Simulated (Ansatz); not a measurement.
# Band-structure calculation, with input and output: Tl

Tl (P6₃/mmc, 2 atoms in the cell), computed with DFT, LDA, PAW with Ansatz's default frozen-core files, scalar-relativistic, no spin polarisation (Ansatz 0.2.0).

The structure derives from an entry of the Crystallography Open Database. It belongs to a series of runs on one base structure; here: functional lda, PAW files. Figures and captions count atoms from 1; the log counts them from 0 in places.

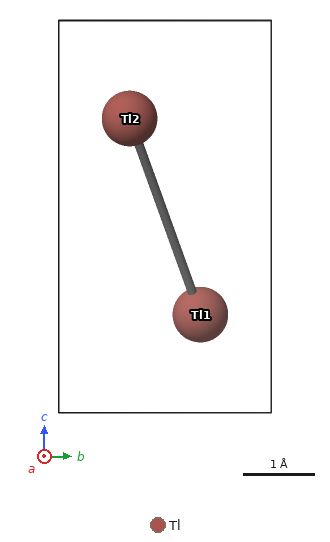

**Figure 1.** The structure (ball-and-stick view of the cell of the calculation, along the a axis; atoms are numbered from 1 in the order of the input). An atom can appear more than once, as a periodic image.

### Results in brief

| quantity | value |
| --- | --- |
| outcome | converged |
| space group (tolerance 0.01 Å) | P6₃/mmc (194) |
| electrons treated | 26 |
| free energy | −22293.1783 eV |
| Fermi energy | 9.974 eV |
| pressure | −1.78 GPa |
| field gradient V_zz (10²¹ V/m²) | Tl −2.32, Tl −2.32 |
| electronic character | metal |
| largest force (length of the vector) | under 0.001 eV/Å |
| hardware | 1 thread of Arm Neoverse V1, 24 GiB of memory available, shared host |
| wall time | 7.5 s |
| peak memory | 0.37 GiB |

Warnings of the run: the field gradients leave out spin–orbit coupling. Spin–orbit coupling is left out, which matters for Tl.

### The input
```yaml
crystal:
  lattice:
    - [3.4559983565, 0.0, 0.0]
    - [-1.7279991783, 2.9929823722, 0.0]
    - [0.0, 0.0, 5.525]
  atoms:
    - { symbol: Tl, position: [0.3333333333, 0.6666666667, 0.25] }
    - { symbol: Tl, position: [0.6666666667, 0.3333333333, 0.75] }
kpoints:
  mp_grid: { grid: [11, 11, 6] }
  band_path:
    path:
      - [0.0, 0.0, 0.0]
      - [0.5, 0.0, 0.0]
      - [0.3333333333, 0.3333333333, 0.0]
      - [0.0, 0.0, 0.0]
      - [0.0, 0.0, 0.5]
      - [0.5, 0.0, 0.5]
      - [0.3333333333, 0.3333333333, 0.5]
      - [0.0, 0.0, 0.5]
      - [0.5, 0.0, 0.5]
    npoints: 5
scf:
  occupations: { method: fermi_dirac, width: 0.05 }
hamiltonian:
  xc: lda
  pseudopotentials: { kind: paw }
output:
  forces: true
  stress: true
  eigenvalues: true
  efg: { contact_densities: true }
  write_density: true
  write_potential: true
  elf: true
  volumetric_format: npy
```

Launched with:
```bash
ansatz run input.yaml --threads 1 --pin off --max-ram 2048MiB --backend cpu --events-out ev --progress --plain --runs-dir out
```

### Output
```
Tl: output.efg is read without spin–orbit coupling, which moves field gradients at and beside such atoms by some per cent and up to a factor of two; PAW files take it under magnetization.noncollinear and magnetization.spin_orbit
Engine: ansatz 0.2.0, aarch64-unknown-linux-gnu
Pseudopotentials: kind: paw
Pseudopotential: Tl, paw, valence charge 13, recommended cutoff 420 eV (normal), Tl.paw.azcp
Functional definition: SPW92
  exchange = slater_x
  correlation = pw_c
Crystal: 2 atoms, lattice volume = 57.149 Å³
Basis set: ecut = 420 eV, 1105 PW (Γ)
Bands: 17, of which v1, the nominal top of the filled ones, is band 13 counted from 1 (12 counted from 0)
Symmetry: 24 space group operations
Space group: P63/mmc (ITA 194), of the structure as read, at distance tolerance 3.9e-5 Å
k-points: 64 of 726
Non-local potential: Tl, projectors of the file, l = 0: 2, l = 1: 2, l = 2: 2, l = 3: 1
PAW form: soft (Blöchl's): semilocal exchange-correlation on the pseudo side does not see the compensation charge
PAW frozen core: Tl, regenerated for the run's functional, and the local potential with it (the file was generated under x = pbe(κ = 0.804, μ = 0.2195149727645171), c = pbe(β = 0.06672455060314922))
PAW one-centre angular grid: Tl, 590 points (default); XC on 64 Gauss nodes
Initial density: superposition of atomic densities (neutral atoms: chi_scale 0, normalization atom), corrected by the library's trained network
Initial wavefunctions: pseudopotential atomic-orbital guess
Functional: x = slater, c = lda
SCF iter   1: F=—  HF=-22293.184605 eV  |F-HF|=—  |Δ(HF+E_count)|=         —  Δρ=4.97e-3  dr2=1.17e-2  ethr=1.77e-3  ⟨swp⟩=6.1  Hψ=5488  notcnv=0
preconditioner: auto → Kerker (q_TF=auto, 2.393 Å⁻¹)  [metal: Δε(μ)=0.025 eV  Ē_g=13.617 eV  σ=0.050 eV  W_gap=0.12  n_scr=22 (ndim 8)  ℏωp=25.0 eV  f_vac=0.000  D(μ)=1.23/eV (n_scr^D=2)]
SCF iter   2: F=—  HF=-22293.179089 eV  |F-HF|=—  |Δ(HF+E_count)|=   5.52e-3  Δρ=1.98e-3  dr2=1.97e-3  ethr=4.48e-5  ⟨swp⟩=2.7  Hψ=2442  notcnv=0
SCF iter   3: F=—  HF=-22293.178323 eV  |F-HF|=—  |Δ(HF+E_count)|=   7.66e-4  Δρ=2.62e-4  dr2=4.71e-5  ethr=7.58e-6  ⟨swp⟩=2.0  Hψ=1758  notcnv=0  defer=1
SCF iter   4: F=—  HF=-22293.178316 eV  |F-HF|=—  |Δ(HF+E_count)|=   6.22e-6  Δρ=8.86e-5  dr2=4.34e-6  ethr=1.81e-7  ⟨swp⟩=2.0  Hψ=1912  notcnv=0  defer=1
SCF iter   5: F=—  HF=-22293.178315 eV  |F-HF|=—  |Δ(HF+E_count)|=   1.18e-6  Δρ=2.94e-5  dr2=3.94e-7  ethr=1.67e-8  ⟨swp⟩=2.0  Hψ=1843  notcnv=0  defer=1
SCF iter   6: F=-22293.178315 eV  HF=-22293.178315 eV  |F-HF|=3.32e-9  |Δ(HF+E_count)|=   7.77e-8  Δρ=4.29e-6  dr2=1.45e-8  ethr=3.85e-10  ⟨swp⟩=7.7  Hψ=6782  notcnv=0
SCF 1 converged in 6 iterations: F = -22293.178315 eV  dr2 = 1.45e-8
  greatest PAW one-centre occupation: 0.962 electrons in one spin orbital (limit 2), on the Tl atom at site 1 (counted from 0), in its partial waves of l = 2
NSCF: frozen V_eff on 41 k-points
SCF converged after 6 iterations
Free energy (F): -22293.178315 eV
Harris-Foulkes:  -22293.178315 eV  (|F-HF|=3.32e-9)
Internal energy: -22293.168878 eV  (E = F + TS)
E sigma→0 (E₀):  -22293.173597 eV
Entropy (-TS):   -0.009437 eV (-4.719 meV/atom)
Fermi energy:    9.974074 eV
--- Per-component energies (eV) ---
  E_band       = 7.725859
  E_kinetic    = 666.749950
  E_local      = -1753.410656  (includes V_loc(G=0)·N_el)
  E_nonlocal   = 642.666898
  E_hartree    = 643.697505
  E_xc         = -457.815588
  E_vxc        = -286.118169  (∫ρ·V_xc dr)
  E_paw        = -19735.963030  (= ΣΔE_a)
  E_vpaw       = -549.557163  (= ΣTr[D̂ρ^β])
  E_aug_tail   = 0.000064  (compensation charges beyond the density's cutoff)
  E_ewald      = -2298.810900
  E_core_change = -0.283122  (= ΣΔE_core)
  E_smearing   = -0.009437  (= −TS)
  E_closure    = -0.000000  (closes the sum)
  Σ components = -22293.178315   (vs F -22293.178315, Δ=0.00e0)
--- Forces (eV/Å), atoms counted from 1 ---
  atom   1  Tl    -0.00000000     0.00000000     0.00000000
  atom   2  Tl    -0.00000000    -0.00000000     0.00000000
  max |Σ_I F_I| component: 9.25e-18 eV/Å
--- Stress (GPa, compression-positive) ---
       -1.755099       0.000000       0.000000
       -0.000000      -1.755099       0.000000
        0.000000       0.000000      -1.822592
  P = ⅓ Tr σ = -1.7776 GPa (-17.776 kbar)
--- PAW observables at the nuclei: V_zz in 10²¹ V/m², potentials from the cell's mean, atoms counted from 1 ---
  atom   1  Tl V_zz =    -2.318204   η = 0.0000   by run symmetry: allowed
            electrostatic potential = -17135.557035 V   contact ρ = 15225309.549979 e/Å³
  atom   2  Tl V_zz =    -2.318204   η = 0.0000   by run symmetry: allowed
            electrostatic potential = -17135.557035 V   contact ρ = 15225309.549979 e/Å³
--- Band table (eV; the first three rows and the last of 64) ---
  k-point 0: bands = ["-1.7006", "-1.4632", "-1.4440", "-1.4440", "-1.3897", "-1.3897", "-1.3243", "-1.3243", "-0.9814", "-0.9814", "-0.0613", "4.8636", "7.1798", "17.9371", "17.9371", "20.0274", "20.0274"]
  k-point 1: bands = ["-1.6805", "-1.4689", "-1.4686", "-1.4686", "-1.4057", "-1.4057", "-1.2730", "-1.2730", "-0.9918", "-0.9918", "0.0915", "3.8752", "8.4697", "18.0582", "18.0582", "19.0869", "19.8783"]
  k-point 2: bands = ["-1.6267", "-1.4987", "-1.4878", "-1.4878", "-1.4425", "-1.4425", "-1.1808", "-1.1808", "-1.0274", "-1.0274", "0.5664", "2.5069", "10.7390", "16.1996", "18.4043", "18.4043", "19.4642"]
  k-point 63: bands = ["-1.6255", "-1.6255", "-1.4031", "-1.4031", "-1.3070", "-1.3070", "-1.1813", "-1.1813", "-0.9663", "-0.9663", "5.7833", "5.7833", "8.8825", "8.8825", "10.6955", "10.6955", "17.5060"]
```

### File rho_z.tsv
```
# z_ang	rho[e/angstrom^3]
# format = ansatz-planar-average/11
# lattice	3.455998357	0.000000000	0.000000000
# lattice	-1.727999178	2.992982372	0.000000000
# lattice	0.000000000	0.000000000	5.525000000
# sites	2
# site	81	-0.000000000	1.995321581	1.381250000
# site	81	1.727999178	0.997660791	4.143750000
0.000000	1.063020e-1
0.138125	1.131748e-1
0.276250	1.357142e-1
0.414375	1.788045e-1
0.552500	2.493575e-1
0.690625	3.550328e-1
0.828750	4.971622e-1
0.966875	6.643741e-1
1.105000	8.324190e-1
1.243125	9.633622e-1
1.381250	1.013889e0
1.519375	9.633622e-1
1.657500	8.324190e-1
1.795625	6.643741e-1
1.933750	4.971622e-1
2.071875	3.550328e-1
2.210000	2.493575e-1
2.348125	1.788045e-1
2.486250	1.357142e-1
2.624375	1.131748e-1
2.762500	1.063020e-1
2.900625	1.131748e-1
3.038750	1.357142e-1
3.176875	1.788045e-1
3.315000	2.493575e-1
3.453125	3.550328e-1
3.591250	4.971622e-1
3.729375	6.643741e-1
3.867500	8.324190e-1
4.005625	9.633622e-1
4.143750	1.013889e0
4.281875	9.633622e-1
4.420000	8.324190e-1
4.558125	6.643741e-1
4.696250	4.971622e-1
4.834375	3.550328e-1
4.972500	2.493575e-1
5.110625	1.788045e-1
5.248750	1.357142e-1
5.386875	1.131748e-1
```

### File v_z.tsv
```
# z_ang	v_es[eV]	v_tot[eV]
# format = ansatz-planar-average/11
# xc	lda
# density_cutoff_ev	1680
# datasets	Tl=:simpson_from_first_knot:soft:shift=-2159414
# lattice	3.455998357	0.000000000	0.000000000
# lattice	-1.727999178	2.992982372	0.000000000
# lattice	0.000000000	0.000000000	5.525000000
# sites	2
# site	81	-0.000000000	1.995321581	1.381250000
# site	81	1.727999178	0.997660791	4.143750000
0.000000	1.170886e1	3.815242e0
0.138125	1.152364e1	3.521913e0
0.276250	1.094077e1	2.614992e0
0.414375	9.783349e0	9.260422e-1
0.552500	7.800382e0	-1.767602e0
0.690625	5.231100e0	-5.178940e0
0.828750	2.696275e0	-8.608778e0
0.966875	6.452444e-1	-1.149320e1
1.105000	-7.706194e-1	-1.356445e1
1.243125	-1.572439e0	-1.477017e1
1.381250	-1.827693e0	-1.515928e1
1.519375	-1.572439e0	-1.477017e1
1.657500	-7.706194e-1	-1.356445e1
1.795625	6.452444e-1	-1.149320e1
1.933750	2.696275e0	-8.608778e0
2.071875	5.231100e0	-5.178940e0
2.210000	7.800382e0	-1.767602e0
2.348125	9.783349e0	9.260422e-1
2.486250	1.094077e1	2.614992e0
2.624375	1.152364e1	3.521913e0
2.762500	1.170886e1	3.815242e0
2.900625	1.152364e1	3.521913e0
3.038750	1.094077e1	2.614992e0
3.176875	9.783349e0	9.260422e-1
3.315000	7.800382e0	-1.767602e0
3.453125	5.231100e0	-5.178940e0
3.591250	2.696275e0	-8.608778e0
3.729375	6.452444e-1	-1.149320e1
3.867500	-7.706194e-1	-1.356445e1
4.005625	-1.572439e0	-1.477017e1
4.143750	-1.827693e0	-1.515928e1
4.281875	-1.572439e0	-1.477017e1
4.420000	-7.706194e-1	-1.356445e1
4.558125	6.452444e-1	-1.149320e1
4.696250	2.696275e0	-8.608778e0
4.834375	5.231100e0	-5.178940e0
4.972500	7.800382e0	-1.767602e0
5.110625	9.783349e0	9.260422e-1
5.248750	1.094077e1	2.614992e0
5.386875	1.152364e1	3.521913e0
```

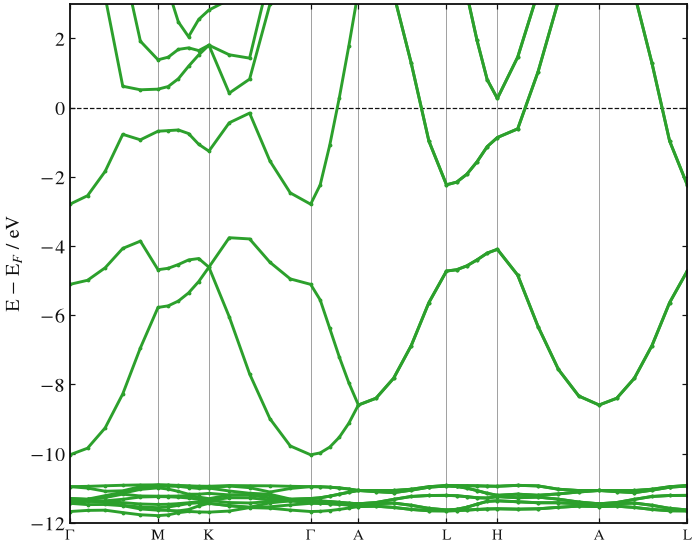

**Figure 2.** Band structure along Γ–M–K–Γ–A–L–H–A–L, with energies from the Fermi level. Bands cross the Fermi level: a metal at this level of theory.

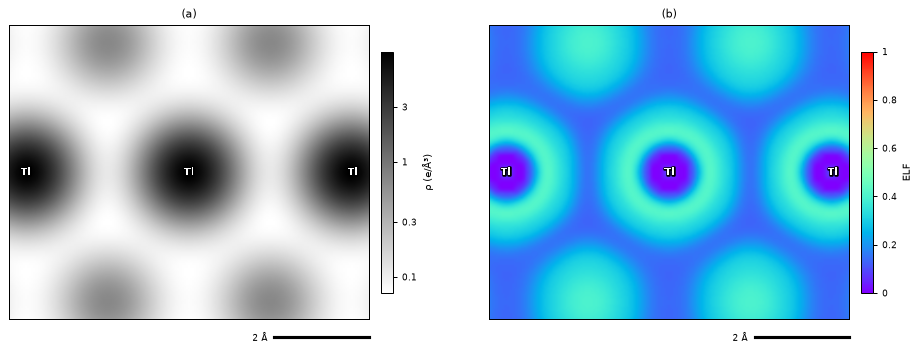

**Figure 3.** (a) valence charge density (pseudo); (b) electron localisation function on the (010) plane of the conventional cell. Atoms in the plane: Tl. Tl–Tl (3.46 Å): ρ is about 0.11 e/Å³ halfway; the ELF is about 0.15 at the midpoint (no localised pair between them). Away from the nuclei the density in this plane falls to 0.07 e/Å³ at its lowest. In a PAW calculation such maps are meaningful between the atoms, not at the nuclei.

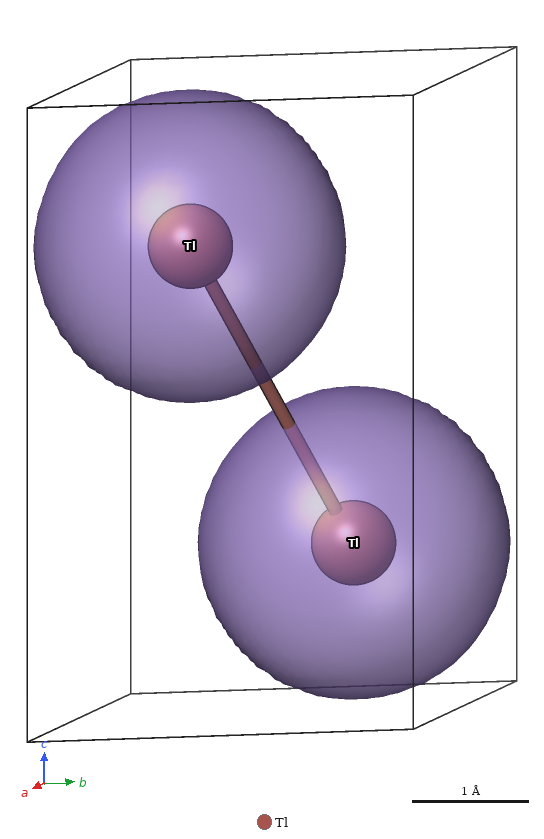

**Figure 4.** Isosurface of the valence charge density (pseudo) at 0.2 e/Å³ (purple), seen slightly off an axis. Sticks mark near contacts. The outline is the cell set on symmetry axes. At this value the density breaks into separate islands; it holds about 85 % of the electrons treated as valence (semicore included). It is pinched off along the Tl–Tl (3.41 Å) and Tl–Tl (3.46 Å) contacts. On the grid the lowest density along these lines, outside the cores, is 0.12 e/Å³ (Tl–Tl, 3.41 Å) and 0.11 e/Å³ (Tl–Tl, 3.46 Å).
